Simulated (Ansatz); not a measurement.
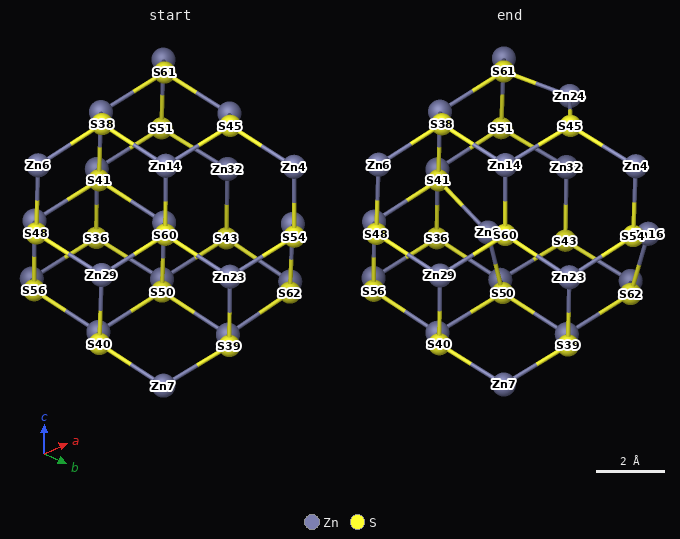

The structure of a defect cell of composition Zn$_{32}$S$_{31}$ (cell charge +2) before (left) and after (right) a relaxation, at one scale.

A ball-and-stick model of the atoms within 5.8 Å of the atom that moves most (axes of the cell of the calculation (origin shifted)), seen from a free direction.

All numbers below come from DFT, PBEsol, PAW, plane waves in Ansatz. Settings: plane-wave cutoff 420 eV; k-point mesh 1 × 1 × 1; mesh shifted by (0.25, 0.25, 0.25); no spin polarisation; atoms relaxed in a fixed cell; force threshold 0.03 eV/Å; at most 80 steps.

Summarise the run.

Answer. After 4 geometry steps the energy has fallen by 1.972 eV per cell of the calculation. The largest force component goes from 1 to 0.011 eV/Å. A Zn atom moves most: 0.59 Å along [−1 −1 −1]. Largest moves by element: Zn 0.59 Å, S 0.08 Å. The lattice vectors keep their values. Near-neighbour distances that change, for instance: S–Zn 2.346 → 2.237 Å, S–Zn 2.317 → 2.237 Å, S–Zn 2.363 → 2.298 Å, S–Zn 2.388 → 2.324 Å. Bond angles that change, for instance: Zn–S–Zn 109.4° → 94.6°, S–Zn–S 109.2° → 119.1°, S–Zn–S 109.9° → 119.1°. Cost: 4.5 s on 1 × NVIDIA GB200 with 8 threads of Arm Neoverse-V2, peak memory 1.9 GiB.

Limits of the set-up: the cell is charged, on a uniform background, and energies carry no finite-size correction.
